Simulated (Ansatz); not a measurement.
Read the following structure.

```xyz
4
Lattice="3.3822 0.0000 0.0000 0.0000 35.9027 0.0000 0.0000 0.0000 4.5626" Properties=species:S:1:pos:R:3 pbc="T T T"
P     0.0000   16.8837    2.7017
P     0.0000   19.0191    1.8609
P     1.6911   19.0191    0.4204
P     1.6911   16.8837    4.1422
```

### Interpret the file: composition, symmetry and coordination.

The element is phosphorus. The cell holds four atoms. The coordination shell of P holds three P in a trigonal pyramidal arrangement at 2.22 to 2.29 Å. The bonds build P layers parallel to (010).

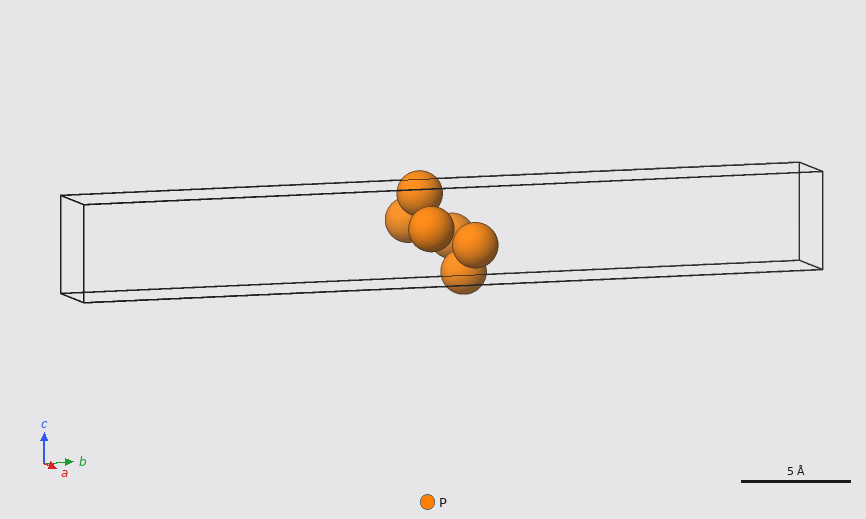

Figure: space-filling view slightly off an axis. Lines trace the edges of the simulation cell.

The cell started as a structure listed in the Materials Project. The cell was then strained or its atoms displaced on purpose. It was the input of a calculation with Ansatz.
